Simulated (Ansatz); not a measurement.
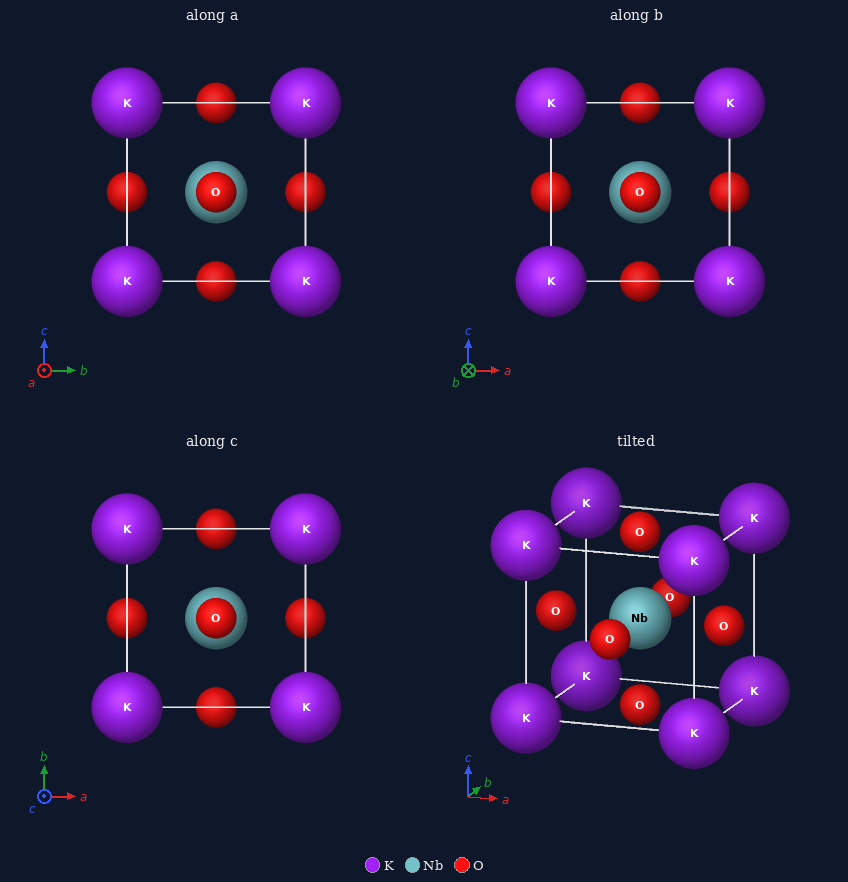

Shown here is a spheres-only view of the crystal, taken along the a axis, along the b axis, along the c axis and slightly off an axis. The lines enclose the conventional unit cell; boundary atoms appear with their images.

Lattice parameters: a = 4.0927 Å, b = 4.0927 Å, c = 4.0927 Å, α = 90.000°, β = 90.000°, γ = 90.000°.

**Express the structure as a CIF with its space group and independent sites.**

```cif
data_structure
_symmetry_space_group_name_H-M 'P m -3 m'
_symmetry_Int_Tables_number 221
_cell_length_a 4.0927
_cell_length_b 4.0927
_cell_length_c 4.0927
_cell_angle_alpha 90.000
_cell_angle_beta 90.000
_cell_angle_gamma 90.000
_cell_volume 68.55
loop_
_atom_site_label
_atom_site_type_symbol
_atom_site_symmetry_multiplicity
_atom_site_Wyckoff_symbol
_atom_site_fract_x
_atom_site_fract_y
_atom_site_fract_z
_atom_site_occupancy
K1 K 1 a 0.0000 0.0000 0.0000 1
Nb1 Nb 1 b 0.5000 0.5000 0.5000 1
O1 O 3 c 0.5000 0.5000 0.0000 1
```

The structure was taken from a structure type filled with these elements by a generator (whether the compound takes this form wasn't checked). Earlier steps of the study may have refined or changed the cell and positions. A calculation with Ansatz used it as input.

At this level of theory the cell isn't at rest (stretched, at -8 GPa), so its distances can differ from those at equilibrium, the more so the softer the solid.
